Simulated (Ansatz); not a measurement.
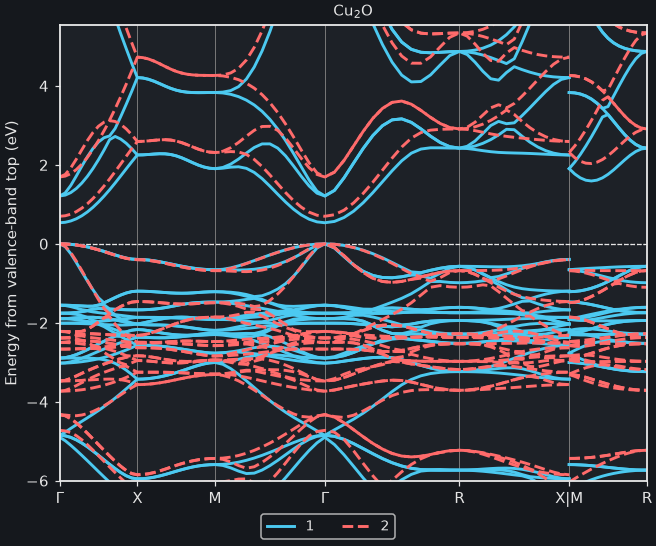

Band structures of Cu2O, space group Pn-3m (No. 224), 6 atoms in the cell (cubic a = 4.260 Å), by two methods on the same cell. Each is counted from its own valence-band top.

**Which curve is which? The methods: PBEsol+U (3 eV), PBE.**

1 is PBE; 2 is PBEsol+U (3 eV). PBE gives a gap of 0.53 eV along the path and PBEsol+U (3 eV) gives a gap of 0.70 eV along the path.

Settings. PBE: Ansatz PAW, no spin polarisation, no spin-orbit coupling, 6×6×6 k mesh, 420 eV cutoff, Fermi-Dirac smearing of 0.05 eV (Ansatz 0.2.0). PBEsol+U (3 eV): Cu d U = 3 eV, Ansatz PAW, no spin polarisation, no spin-orbit coupling, 6×6×6 k mesh, 420 eV cutoff, Fermi-Dirac smearing of 0.05 eV (Ansatz).

LDA, GGA and most meta-GGA functionals understate gaps. PBEsol+U (3 eV): the PAW data sets were made with another functional.
